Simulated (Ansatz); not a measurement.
Input

```
crystal:
  lattice:
    - [3.0337867954, 0.0, 0.0]
    - [-1.5168933977, 2.6273364344, 0.0]
    - [0.0, 0.0, 3.459701369]
  atoms:
    - { symbol: Mg, position: [0.0, 0.0, 0.0] }
    - { symbol: B, position: [0.3333333333, 0.6666666667, 0.5] }
    - { symbol: B, position: [0.6666666667, 0.3333333333, 0.5] }
basis:
  ecutwfc: 420
kpoints:
  mp_grid: { grid: [18, 18, 12] }
hamiltonian:
  xc: pbesol
scf:
  occupations: { method: gaussian, width: 0.1 }
output:
  forces: true
  stress: true
  eigenvalues: true
  write_density: true
  write_potential: true
  elf: true
  volumetric_format: npy
relax:
  adjacent_minimum: "off"
  f_tol: 0.01
  max_steps: 30
  cell: { stress_tol: 0.1, fix: [volume] }
```

Launched as:

```sh
ansatz run input.yaml --threads 1 --pin off --max-ram 2560MiB --backend cpu --events-out ev --progress --plain --runs-dir out
```

Below, planes, directions and counts refer to the conventional cell (a = 3.04 Å, b = 3.04 Å, c = 3.45 Å, α = 90.00°, β = 90.00°, γ = 120.00°).

The fields are those of the run's last geometry, not of the input's.

Space group P6/mmm; changed on purpose from its base cell (volume × 0.97, shape and atoms relaxed); computed pressure about 5 GPa in this cell.

Theory: DFT PBEsol, scalar-relativistic, plane waves, PAW (Ansatz).

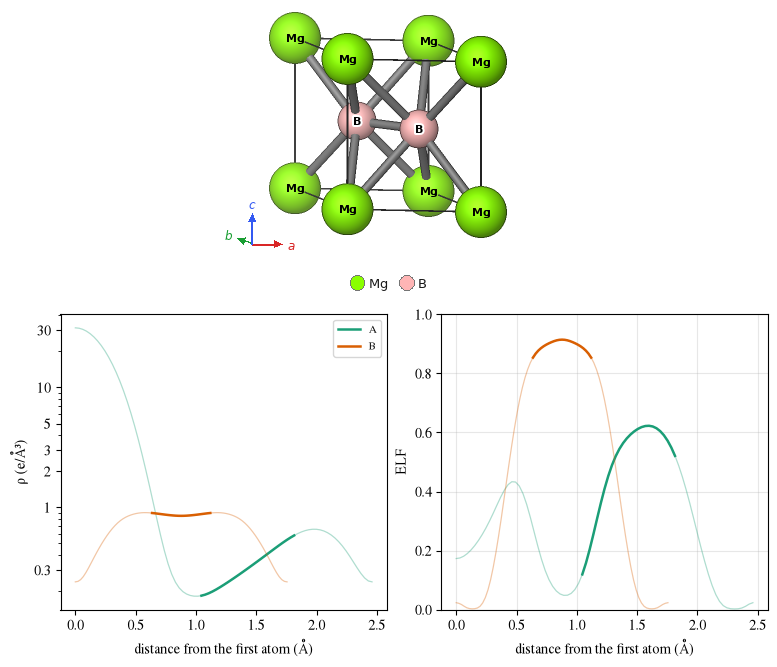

MgB2. Valence pseudo-density and electron localisation function along straight lines between neighbouring atoms. Thin, pale parts lie inside the atomic spheres. The structure is drawn too.

In a PAW calculation such maps are meaningful between the atoms, not at the nuclei.

> Which curve belongs to which contact (B–B and Mg–B)? The first atom named is at distance zero.

Curve A: Mg–B (2.46 Å): ρ at the midpoint is about 0.23 e/Å³; the ELF peaks at about 0.60 in the valence shell of B, 0.9 Å from its nucleus, and is about 0.40 at the midpoint. Curve B: B–B (1.76 Å): ρ is about 0.85 e/Å³ halfway; the ELF peaks at about 0.90 between the atoms.
